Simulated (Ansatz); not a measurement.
Band-structure calculation of ZrO2

ZrO2 (6 atoms in the cell), computed with DFT, PBE, plane waves, PAW, no spin polarisation (Ansatz 0.2.0).

The structure derives from a Materials Project entry. The geometry comes from this level: r2SCAN (a point of a series of strains). It belongs to a series of runs on one base structure; here: hydrostatic strain -2.0%. Figures and captions count atoms from 1; the log counts them from 0 in places.

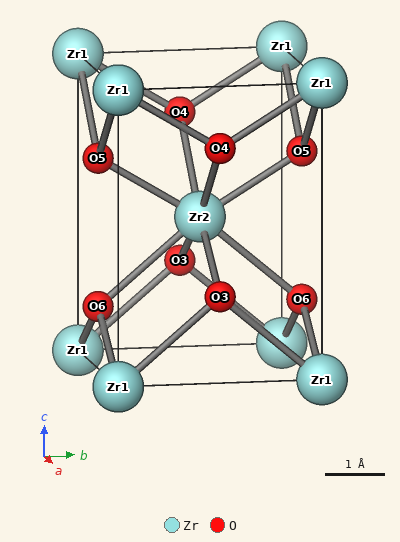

**Figure 1.** The structure (ball-and-stick view of the cell of the calculation, seen slightly off an axis; atoms are numbered from 1 in the order of the input). Near neighbours in the crystal (not all of them lie inside the picture): Zr has 8 O at 2.06 to 2.31 Å; O has 4 Zr at 2.06 to 2.31 Å.

## Input
```yaml
crystal:
  lattice:
    - [3.5290079683, 0.0, 0.0]
    - [0.0, 3.5290079683, 0.0]
    - [0.0, 0.0, 5.1226166181]
  atoms:
    - { symbol: Zr, position: [0.0, 0.0, 0.0] }
    - { symbol: Zr, position: [0.5, 0.5, 0.5] }
    - { symbol: O, position: [0.0, 0.5, 0.2910584848] }
    - { symbol: O, position: [0.0, 0.5, 0.7910584848] }
    - { symbol: O, position: [0.5, 0.0, 0.7089415152] }
    - { symbol: O, position: [0.5, 0.0, 0.2089415152] }
kpoints:
  mp_grid: { grid: [8, 8, 6] }
  band_path:
    path:
      - [0.0, 0.0, 0.0]
      - [0.0, 0.5, 0.0]
      - [0.5, 0.5, 0.0]
      - [0.0, 0.0, 0.5]
      - [0.0, 0.5, 0.5]
      - [0.5, 0.5, 0.5]
    npoints: 1
hamiltonian:
  xc: pbe
scf:
  occupations: { method: fermi_dirac, width: 0.02 }
  n_extra_bands: 5
output:
  forces: true
  stress: true
  eigenvalues: true
  write_density: true
  write_potential: true
  elf: true
  volumetric_format: npy
```

Machine: 2 threads of AMD EPYC (Zen 3), 264 GiB of memory available, shared host.

Launch command:
```bash
ansatz run input.yaml --threads 2 --pin off --max-ram 18432MiB --backend cpu --events-out ev --progress --plain --runs-dir out
```

## Log
```
scf.n_extra_bands = 5 over 24 filled bands (N_el = 48.0): the run solves 29 bands
Engine: ansatz 0.2.0, x86_64-unknown-linux-gnu
Pseudopotentials: kind: paw
Pseudopotential: Zr, paw, valence charge 12, recommended cutoff 420 eV (normal), Zr.paw.azcp
Pseudopotential: O, paw, valence charge 6, recommended cutoff 420 eV (normal), O.paw.azcp
Functional definition: PBE
  parameter kappa = 0.804
  parameter beta = 0.06672455060314922
  exchange = pbe_x(kappa = kappa, mu = beta*pi^2/3)
  correlation = pbe_c(beta = beta)
Crystal: 6 atoms, lattice volume = 63.797 Å³
Basis set: ecut = 420 eV, 1253 PW (Γ), exchange–correlation on 48×48×72 points (8 copies of the dense FFT grid, shifted against one another)
Bands: 29, of which v1, the nominal top of the filled ones, is band 24 counted from 1 (23 counted from 0)
Symmetry: 16 space group operations
Space group: P42/nmc (ITA 137), of the structure as read, at distance tolerance 4.0e-5 Å
k-points: 60 of 384
Non-local potential: Zr, projectors of the file, l = 0: 3, l = 1: 2, l = 2: 2, l = 3: 2
Non-local potential: O, projectors of the file, l = 0: 2, l = 1: 2, l = 2: 1
PAW form: soft (Blöchl's): semilocal exchange-correlation on the pseudo side does not see the compensation charge
PAW one-centre angular grid: Zr, 590 points (default); XC on 64 Gauss nodes
PAW one-centre angular grid: O, 110 points (default); XC on 64 Gauss nodes
Initial density: superposition of atomic densities (neutral atoms: chi_scale 0, normalization atom), corrected by the library's trained network
Initial wavefunctions: pseudopotential atomic-orbital guess
Functional: x = pbe(κ = 0.804, μ = 0.2195149727645171), c = pbe(β = 0.06672455060314922)
SCF iter   1: F=—  HF=-10647.581510 eV  |F-HF|=—  |Δ(HF+E_count)|=         —  Δρ=3.41e-3  dr2=1.60e-3  ethr=1.77e-3  ⟨swp⟩=6.0  Hψ=7303  notcnv=0
preconditioner: auto → Resta (q_TF=auto, 2.602 Å⁻¹)  ε∞=4.4  [insulator: Δε(μ)=4.114 eV  Ē_g=16.709 eV  σ=0.020 eV  W_gap=1.00  n_scr=20 (ndim 8)  ℏωp=30.8 eV  f_vac=0.016  D(μ)=0.00/eV (n_scr^D=0)  ε∞_Penn≈4.4]
SCF iter   2: F=—  HF=-10647.581411 eV  |F-HF|=—  |Δ(HF+E_count)|=   9.82e-5  Δρ=1.73e-3  dr2=4.22e-4  ethr=3.34e-6  ⟨swp⟩=2.0  Hψ=3817  notcnv=0  defer=17
SCF iter   3: F=—  HF=-10647.581685 eV  |F-HF|=—  |Δ(HF+E_count)|=   2.73e-4  Δρ=3.65e-4  dr2=5.45e-5  ethr=8.80e-7  ⟨swp⟩=2.0  Hψ=2638  notcnv=0  defer=17
SCF iter   4: F=—  HF=-10647.581769 eV  |F-HF|=—  |Δ(HF+E_count)|=   8.44e-5  Δρ=7.61e-5  dr2=1.66e-6  ethr=1.14e-7  ⟨swp⟩=2.0  Hψ=2640  notcnv=0  defer=17
iter 5 did not close the SCF: its close was put off for the readings that it lacked (scf_convergence_deferred on its scf_iter line)
SCF iter   5: F=-10647.581771 eV  HF=-10647.581771 eV  |F-HF|=6.29e-8  |Δ(HF+E_count)|=   1.81e-6  Δρ=1.59e-5  dr2=7.41e-8  ethr=3.45e-9  ⟨swp⟩=2.1  Hψ=2903  notcnv=0  defer=17
SCF iter   6: F=-10647.581771 eV  HF=-10647.581771 eV  |F-HF|=1.36e-8  |Δ(HF+E_count)|=   6.87e-8  Δρ=5.93e-6  dr2=9.78e-9  ethr=1.54e-10  ⟨swp⟩=9.1  Hψ=11850  notcnv=0
SCF 1 converged in 6 iterations: F = -10647.581771 eV  dr2 = 9.78e-9
  greatest PAW one-centre occupation: 0.995 electrons in one spin orbital (limit 2), on the Zr atom at site 1 (counted from 0), in its partial waves of l = 0
NSCF: frozen V_eff on 6 k-points
SCF converged after 6 iterations
Free energy (F): -10647.581771 eV
Harris-Foulkes:  -10647.581771 eV  (|F-HF|=1.36e-8)
Internal energy: -10647.581771 eV  (E = F + TS)
E sigma→0 (E₀):  -10647.581771 eV
Fermi energy:    14.257226 eV
--- Per-component energies (eV) ---
  E_band       = -98.181247
  E_kinetic    = 1385.123599
  E_local      = -2247.858376  (includes V_loc(G=0)·N_el)
  E_nonlocal   = 343.204203
  E_hartree    = 745.747678
  E_xc         = -626.373327
  E_vxc        = -768.996539  (∫ρ·V_xc dr)
  E_paw        = -6538.794101  (= ΣΔE_a)
  E_vpaw       = -301.156908  (= ΣTr[D̂ρ^β])
  E_aug_tail   = 0.010006  (compensation charges beyond the density's cutoff)
  E_ewald      = -3708.641452
  E_smearing   = -0.000000  (= −TS)
  E_closure    = 0.000000  (closes the sum)
  Σ components = -10647.581771   (vs F -10647.581771, Δ=0.00e0)
--- Forces (eV/Å), atoms counted from 1 ---
  atom   1  Zr     0.00000000     0.00000000     0.00000000
  atom   2  Zr     0.00000000     0.00000000    -0.00000000
  atom   3  O      0.00000000     0.00000000    -0.02547642
  atom   4  O      0.00000000     0.00000000    -0.02547642
  atom   5  O      0.00000000     0.00000000     0.02547642
  atom   6  O      0.00000000     0.00000000     0.02547642
  max |Σ_I F_I| component: 8.67e-17 eV/Å
--- Stress (GPa, compression-positive) ---
       18.886043       0.000000       0.000000
        0.000000      18.886043       0.000000
        0.000000       0.000000      14.194211
  P = ⅓ Tr σ = 17.3221 GPa (173.221 kbar)
--- Band table (eV; the first three rows and the last of 60) ---
  k-point 0: bands = ["-35.1110", "-35.0395", "-13.8509", "-13.1681", "-13.1681", "-13.0012", "-12.9796", "-12.9796", "-5.7027", "-4.3511", "-3.5069", "-3.2540", "6.7950", "7.1833", "7.2892", "7.2892", "9.5585", "9.5585", "10.8834", "10.8834", "11.6232", "11.9167", "12.0382", "12.0382", "16.2984", "16.7751", "17.1674", "17.6330", "18.9482"]
  k-point 1: bands = ["-35.1062", "-35.0444", "-13.8022", "-13.1557", "-13.1557", "-13.0687", "-12.9924", "-12.9924", "-5.5611", "-4.2870", "-3.6734", "-3.3338", "7.0414", "7.3781", "7.3781", "7.4544", "9.2194", "9.2194", "11.1020", "11.1673", "11.1673", "11.5206", "12.0610", "12.0610", "16.3734", "16.8845", "17.2551", "17.5246", "19.3440"]
  k-point 2: bands = ["-35.0932", "-35.0575", "-13.6642", "-13.2434", "-13.1218", "-13.1218", "-13.0272", "-13.0272", "-5.1756", "-4.1056", "-4.0983", "-3.5546", "7.6404", "7.6404", "7.7372", "8.2083", "8.6265", "8.6265", "9.9841", "10.5051", "11.5689", "11.5689", "12.1047", "12.1047", "16.5866", "17.1461", "17.2461", "17.3974", "20.1945"]
  k-point 59: bands = ["-35.0313", "-35.0313", "-13.5995", "-13.5995", "-13.5995", "-13.5995", "-13.1800", "-13.1800", "-3.7645", "-3.7645", "-3.7645", "-3.7645", "7.6787", "7.6787", "7.9437", "7.9437", "10.1895", "10.1895", "10.1895", "10.1895", "10.8543", "10.8543", "12.1946", "12.1946", "17.5842", "17.5842", "17.7447", "17.7447", "19.1511"]
```

## File rho_z.tsv
```
# z_ang	rho[e/angstrom^3]
# format = ansatz-planar-average/11
# lattice	3.529007968	0.000000000	0.000000000
# lattice	0.000000000	3.529007968	0.000000000
# lattice	0.000000000	0.000000000	5.122616618
# sites	6
# site	40	0.000000000	0.000000000	0.000000000
# site	40	1.764503984	1.764503984	2.561308309
# site	8	0.000000000	1.764503984	1.490981031
# site	8	0.000000000	1.764503984	4.052289340
# site	8	1.764503984	0.000000000	3.631635587
# site	8	1.764503984	0.000000000	1.070327278
0.000000	6.965341e-1
0.142295	6.947827e-1
0.284590	6.804835e-1
0.426885	6.482269e-1
0.569180	6.285165e-1
0.711475	6.637236e-1
0.853769	7.554324e-1
0.996064	8.719123e-1
1.138359	9.730640e-1
1.280654	1.014236e0
1.422949	9.730640e-1
1.565244	8.719123e-1
1.707539	7.554324e-1
1.849834	6.637236e-1
1.992129	6.285165e-1
2.134424	6.482269e-1
2.276718	6.804835e-1
2.419013	6.947827e-1
2.561308	6.965341e-1
2.703603	6.947827e-1
2.845898	6.804835e-1
2.988193	6.482269e-1
3.130488	6.285165e-1
3.272783	6.637236e-1
3.415078	7.554324e-1
3.557373	8.719123e-1
3.699668	9.730640e-1
3.841962	1.014236e0
3.984257	9.730640e-1
4.126552	8.719123e-1
4.268847	7.554324e-1
4.411142	6.637236e-1
4.553437	6.285165e-1
4.695732	6.482269e-1
4.838027	6.804835e-1
4.980322	6.947827e-1
```

## File v_z.tsv
```
# z_ang	v_es[eV]	v_tot[eV]
# format = ansatz-planar-average/11
# xc	pbe
# density_cutoff_ev	1680
# datasets	Zr=:simpson_from_first_knot:soft	O=:simpson_from_first_knot:soft
# lattice	3.529007968	0.000000000	0.000000000
# lattice	0.000000000	3.529007968	0.000000000
# lattice	0.000000000	0.000000000	5.122616618
# sites	6
# site	40	0.000000000	0.000000000	0.000000000
# site	40	1.764503984	1.764503984	2.561308309
# site	8	0.000000000	1.764503984	1.490981031
# site	8	0.000000000	1.764503984	4.052289340
# site	8	1.764503984	0.000000000	3.631635587
# site	8	1.764503984	0.000000000	1.070327278
0.000000	1.595084e0	-9.297054e0
0.142295	2.045236e0	-8.995602e0
0.284590	3.353857e0	-7.848947e0
0.426885	4.918305e0	-6.461126e0
0.569180	6.152905e0	-5.524627e0
0.711475	7.247435e0	-4.711062e0
0.853769	7.592804e0	-4.664925e0
0.996064	7.047644e0	-5.522099e0
1.138359	6.521579e0	-6.291161e0
1.280654	6.322747e0	-6.573986e0
1.422949	6.521579e0	-6.291161e0
1.565244	7.047644e0	-5.522099e0
1.707539	7.592804e0	-4.664925e0
1.849834	7.247435e0	-4.711062e0
1.992129	6.152905e0	-5.524627e0
2.134424	4.918305e0	-6.461126e0
2.276718	3.353857e0	-7.848947e0
2.419013	2.045236e0	-8.995602e0
2.561308	1.595084e0	-9.297054e0
2.703603	2.045236e0	-8.995602e0
2.845898	3.353857e0	-7.848947e0
2.988193	4.918305e0	-6.461126e0
3.130488	6.152905e0	-5.524627e0
3.272783	7.247435e0	-4.711062e0
3.415078	7.592804e0	-4.664925e0
3.557373	7.047644e0	-5.522099e0
3.699668	6.521579e0	-6.291161e0
3.841962	6.322747e0	-6.573986e0
3.984257	6.521579e0	-6.291161e0
4.126552	7.047644e0	-5.522099e0
4.268847	7.592804e0	-4.664925e0
4.411142	7.247435e0	-4.711062e0
4.553437	6.152905e0	-5.524627e0
4.695732	4.918305e0	-6.461126e0
4.838027	3.353857e0	-7.848947e0
4.980322	2.045236e0	-8.995602e0
```

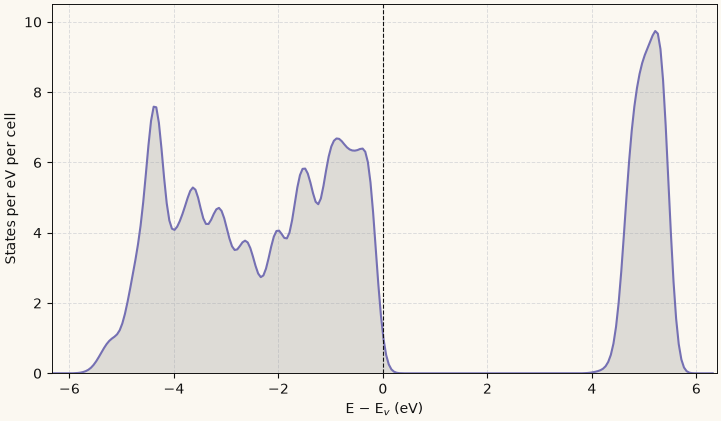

**Figure 2.** Density of states (the curve is built from the levels of the k mesh with Gaussians 0.3 eV wide, which also blur the band edges), with energies from the valence-band top. There is a gap of 4.10 eV on the k-point mesh. Small ripples come from the finite k-point mesh.

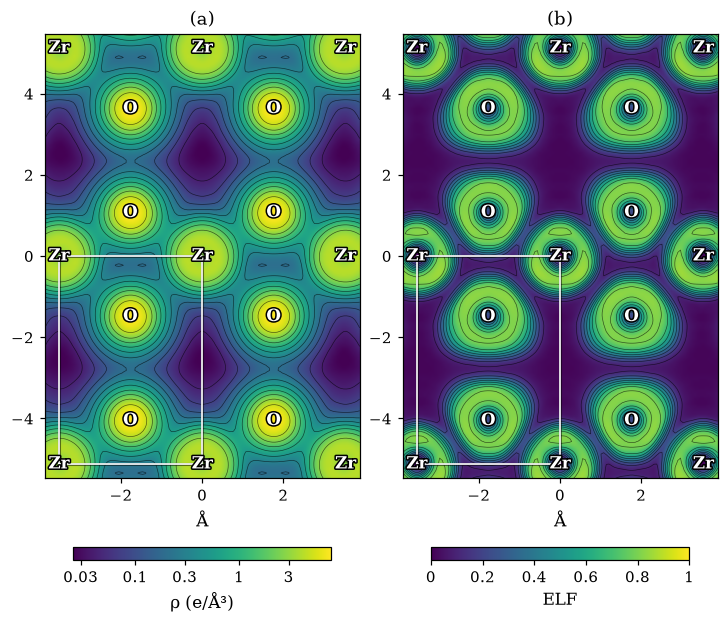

**Figure 3.** (a) valence charge density (pseudo); (b) ELF on the (100) plane of the conventional cell. The section cuts through Zr and O sites. Zr–O (2.06 Å): ρ is about 0.74 e/Å³ halfway; the ELF peaks at about 0.85 in the valence shell of O, 0.6 Å from its nucleus, and drops to about 0.25 between the two atoms. Zr–O (2.31 Å): ρ is about 0.4 e/Å³ halfway; the ELF peaks at about 0.85 in the valence shell of O, 0.6 Å from its nucleus, and drops to about 0.15 between the two atoms. Away from the nuclei the density in this plane falls to 0.03 e/Å³ at its lowest. The strong features right at Zr lie inside the PAW spheres (semicore, d or f shells) and say nothing about bonding. In a PAW calculation such maps are meaningful between the atoms, not at the nuclei.

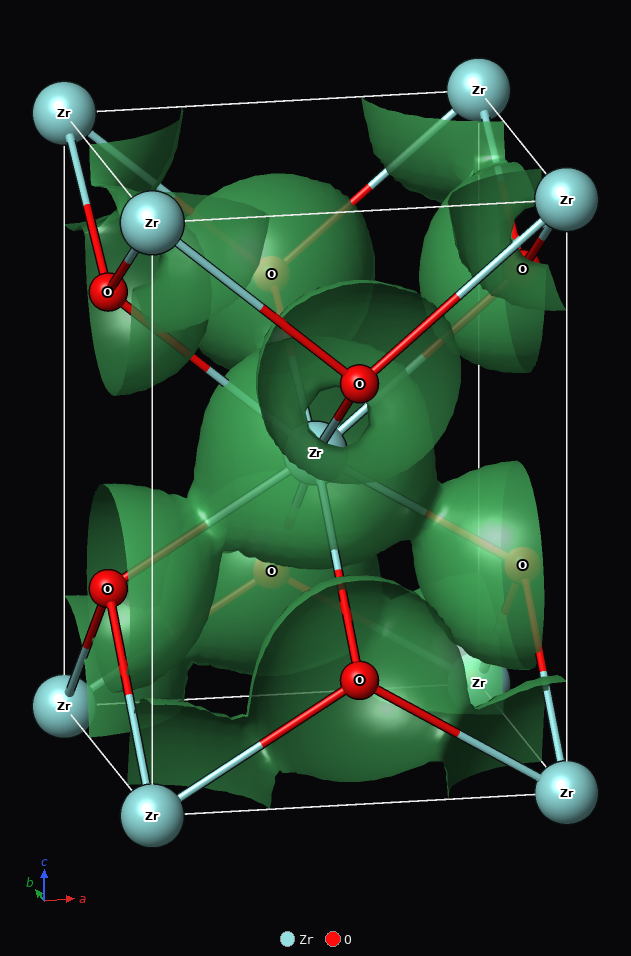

**Figure 4.** Isosurface of the valence pseudo-density at 0.6 e/Å³ (green), seen slightly off an axis. Sticks mark near contacts. The outline is the cell set on symmetry axes. At this value the density is joined into sheets; it holds about 80 % of the electrons treated as valence (semicore included). It is pinched off along the Zr–O (2.31 Å) contacts. On the grid the lowest density along these lines, outside the cores, is 0.72 e/Å³ (Zr–O, 2.06 Å) and 0.39 e/Å³ (Zr–O, 2.31 Å).

## Results in brief

| quantity | value |
| --- | --- |
| outcome | converged |
| space group (tolerance 0.01 Å) | P4₂/nmc (137) |
| electrons treated | 48 |
| free energy | −10647.5818 eV |
| Fermi energy | 14.257 eV |
| gap on the k-point mesh | 4.10 eV |
| pressure | 17.32 GPa |
| largest force (length of the vector) | 0.025 eV/Å |
| wall time | 2.9 s (CPU time 5 s) |
| peak memory | 0.52 GiB |

## Notes

The cell is under a pressure of 17.3 GPa at this level, so it is not at its equilibrium volume.
